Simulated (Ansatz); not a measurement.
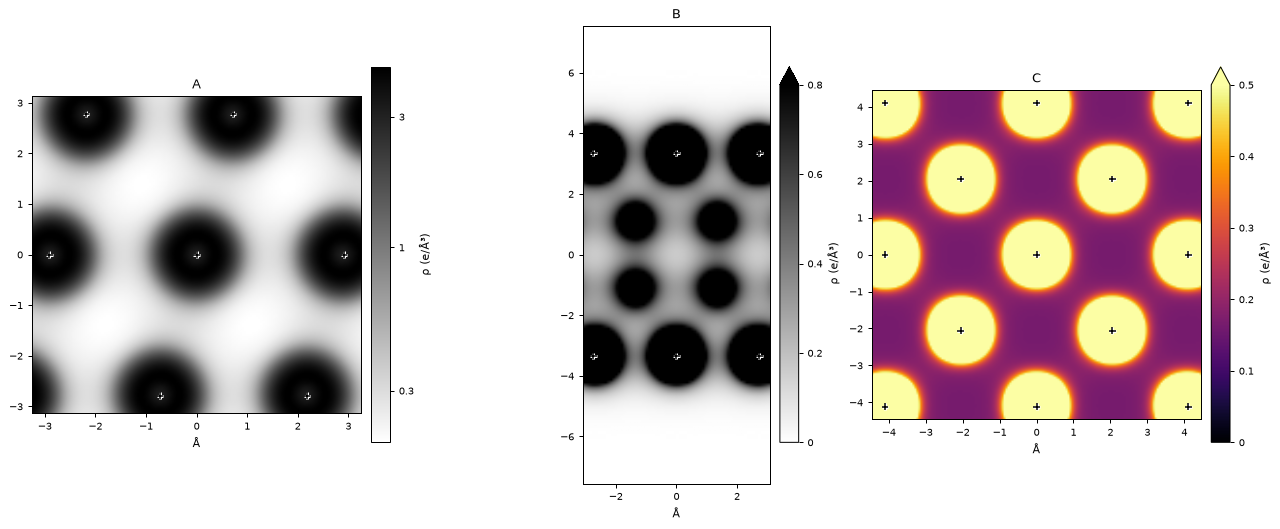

The valence pseudo-density of 3 systems, each on a plane through atoms (crosses mark nuclei in the plane).

Computed with DFT PBE, scalar-relativistic, plane waves, PAW (Ansatz 0.2.0).

System 1: Ta, the (111) plane of the conventional cell. Space group Fmmm; changed on purpose from its base cell (band edges of the strained film's bulk); computed pressure about 4 GPa in this cell; computed without spin polarisation.

System 2: Ir (slab), the (100) plane of the calculation cell, a cut from vacuum to vacuum. Changed on purpose from its base cell (repeats removed: 1); not relaxed (largest force 0.5 eV/Å); computed without spin polarisation.

```
Ir
1.0
     2.73697    0.00000    0.00000
    -1.36848    2.37028    0.00000
     0.00000    0.00000   21.70417
Ir
4
Cartesian
  1.3685 0.7901 7.5001
  0.0000 1.5802 9.7348
  0.0000 0.0000 11.9694
  1.3685 0.7901 14.2041
```

System 3: Ti, the (100) plane of the conventional cell. Space group Fm-3m; computed without spin polarisation.

```cif
data_structure
_symmetry_space_group_name_H-M 'P 1'
_symmetry_Int_Tables_number 1
_cell_length_a 4.1120
_cell_length_b 4.1120
_cell_length_c 4.1120
_cell_angle_alpha 90.000
_cell_angle_beta 90.000
_cell_angle_gamma 90.000
_cell_volume 69.53
loop_
_atom_site_label
_atom_site_type_symbol
_atom_site_fract_x
_atom_site_fract_y
_atom_site_fract_z
_atom_site_occupancy
Ti1 Ti 0.00000 0.00000 0.00000 1
Ti2 Ti 0.50000 0.50000 0.00000 1
Ti3 Ti 0.50000 0.00000 0.50000 1
Ti4 Ti 0.00000 0.50000 0.50000 1
```

> Match each panel to its system.

Panel A is system 1, Ta: the plane holds Ta. Ta–Ta (2.88 Å): the density is about 0.31 e/Å³ at the midpoint. Panel B is system 2, Ir: the plane holds Ir. Ir–Ir (2.74 Å): the density is about 0.43 e/Å³ at the midpoint. Panel C is system 3, Ti: the plane holds Ti. Ti–Ti (2.91 Å): ρ is about 0.19 e/Å³ halfway.
